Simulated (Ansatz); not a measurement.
System: BaS (space group Fm-3m).

Computed with Ansatz 0.2.0: plane-wave DFT, no spin polarisation; energies at scaled volumes of the given cell, shape and fractions fixed, counted from the fit's minimum, third-order Birch-Murnaghan fit. All runs: no spin polarisation.

- k mesh: 4×4×4
- occupations: Fermi–Dirac
- smearing width: 0.05 eV
- potentials: Ansatz PAW
- wave cutoff: 420 eV
- density cutoff: 1680 eV

Describe the result: the energy against volume, with one curve for each functional. The cases: PBE0; HSE06.

The fitted equilibrium volumes, smallest first, are PBE0 32.889, HSE06 32.911 Å³/atom. The fitted bulk moduli, smallest first, are HSE06 44.1, PBE0 44.4 GPa.

PBE0:
| volume (Å³/atom) | energy (meV/atom) |
| --- | --- |
| 30.62 | 24.68 |
| 31.27 | 12.06 |
| 31.92 | 4.14 |
| 32.58 | 0.42 |
| 33.23 | 0.47 |
| 33.88 | 3.92 |
| 34.53 | 10.40 |

HSE06:
| volume (Å³/atom) | energy (meV/atom) |
| --- | --- |
| 30.62 | 25.00 |
| 31.27 | 12.31 |
| 31.92 | 4.30 |
| 32.58 | 0.48 |
| 33.23 | 0.41 |
| 33.88 | 3.72 |
| 34.53 | 10.06 |

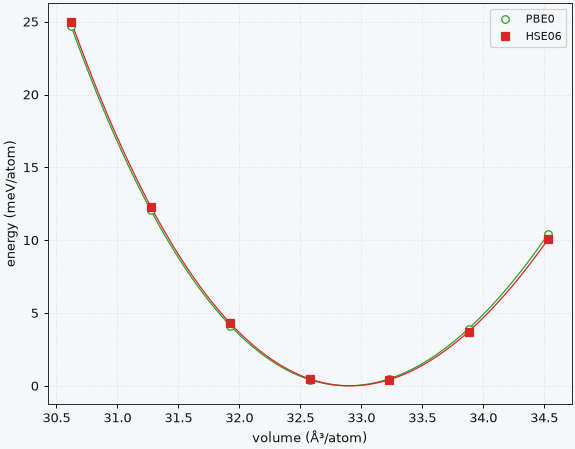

Caveats: coarse k mesh.
